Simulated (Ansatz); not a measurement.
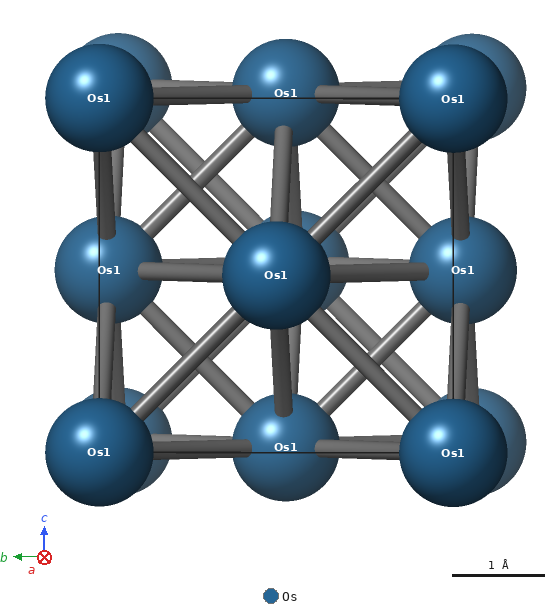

This is a symmetric starting cell of Os. Style: ball-and-stick. Shown: the conventional cell (4 times the calculation's cell), from a free direction. Lengths and directions refer to the drawn axes.

Theory: DFT PBE, scalar-relativistic, plane waves, PAW in Ansatz. Set-up: plane-wave cutoff 420 eV; k-point mesh 16 × 16 × 16; occupations gaussian; smearing width 0.1 eV; no spin polarisation.

Change: The cell is strained by +3.3 % along b and +0.3 % across it (volume +3.9 %), the atoms keeping their fractional coordinates. No relaxation follows. The starting cell wasn't computed here and needn't be at equilibrium, so pressure and forces aren't due to the change alone.

The input:
```yaml
crystal:
  lattice:
    - [0.0, 2.0089127, 1.9505627]
    - [1.9505627, 0.0, 1.9505627]
    - [1.9505627, 2.0089127, 0.0]
  atoms:
    - { symbol: Os, position: [0.0, 0.0, 0.0] }
basis:
  ecutwfc: 420
kpoints:
  mp_grid: { grid: [16, 16, 16] }
hamiltonian:
  xc: pbe
scf:
  occupations: { method: gaussian, width: 0.1 }
output:
  forces: true
  stress: true
  eigenvalues: true
```

Launched with:
```bash
ansatz run input.yaml --threads 1 --pin off --max-ram 1331MiB --backend cpu --events-out ev --progress --plain --runs-dir out
```

Q: What does the calculation give for the changed structure?

A: The pressure is −21.4 GPa (not all of it need come from the change, since the unchanged cell can be under pressure at this level too). The principal stresses (compression positive) are −27.0 GPa along b and −18.6 GPa across it. All forces vanish by symmetry. Some distances before and after: Os–Os 2.751 → 2.759 to 2.800 Å. The space group (tolerance 0.01 Å) goes from Fm-3m (No. 225) to I4/mmm (No. 139).

Drawn alike, the variant:

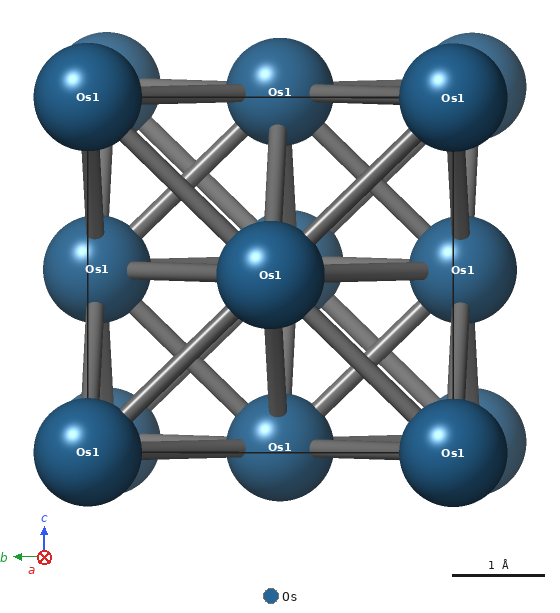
